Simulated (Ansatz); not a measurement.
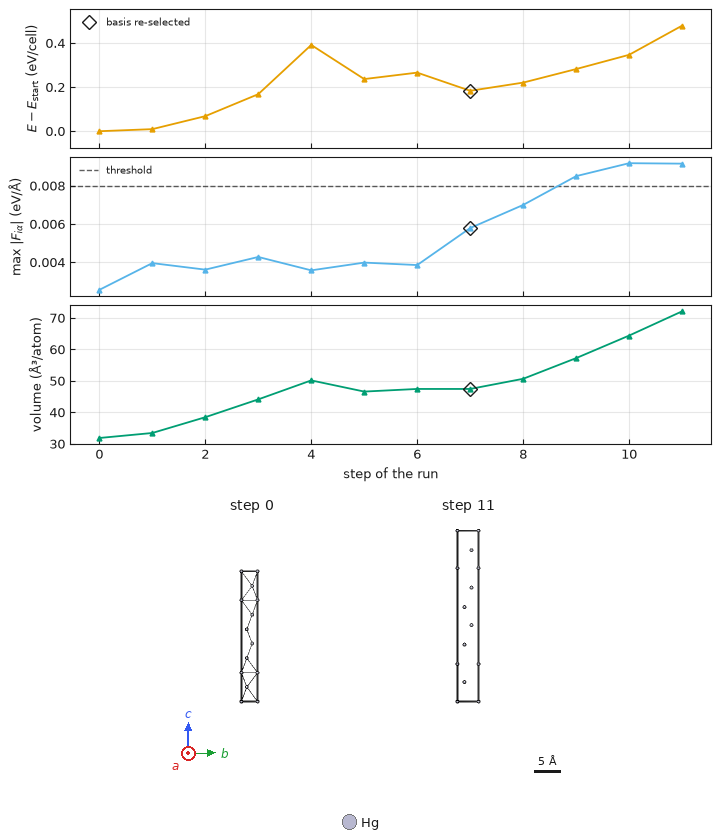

First and last geometry of a relaxation of crystalline Hg (set up in C2/m), with the history of the run. Style: ball-and-stick. Shown: the conventional cell (3 times the calculation's cell), along the a axis. Lengths and directions refer to the drawn axes.

Case: relaxed at -2 GPa.

Computed with Ansatz, DFT PBE, scalar-relativistic, plane waves, PAW. Settings: plane-wave cutoff 420 eV; k-point mesh 12 × 12 × 4; occupations gaussian; smearing width 0.01 eV; target pressure -2 GPa; no spin polarisation; cell and atoms relaxed; force threshold 0.008 eV/Å; at most 50 steps.

What do the curves and the structures tell?

The run was cut off at its time limit before the relaxation converged, so the last structure is only a point on the way. After 10 accepted moves (11 points after the start) the energy has risen by 0.479 eV per cell of the calculation. With the target pressure of -2 GPa, the enthalpy E + pV changes by −1.028 eV per cell of the calculation. Largest force component: 0.0026 eV/Å at the start, 0.0092 eV/Å at the end. The pressure goes from −0.13 to −1.38 GPa. The SCF was repeated once at an unchanged geometry on a basis and grid sized afresh for the cell, which shifted the energy by 82.5 meV per cell of the calculation at most. The largest moves relative to the cell, 0.068 Å, are those of Hg atoms. The volume changes by +126.3 %, with a = b 3.613 → 4.743 Å (+31.3 %), c 25.363 → 33.291 Å (+31.3 %). Some distances before and after: Hg–Hg 3.523 → 4.681 Å, Hg–Hg 3.615 → 4.747 Å, Hg–Hg 3.469 → 4.450 Å. The space group stays C2/m (No. 12).
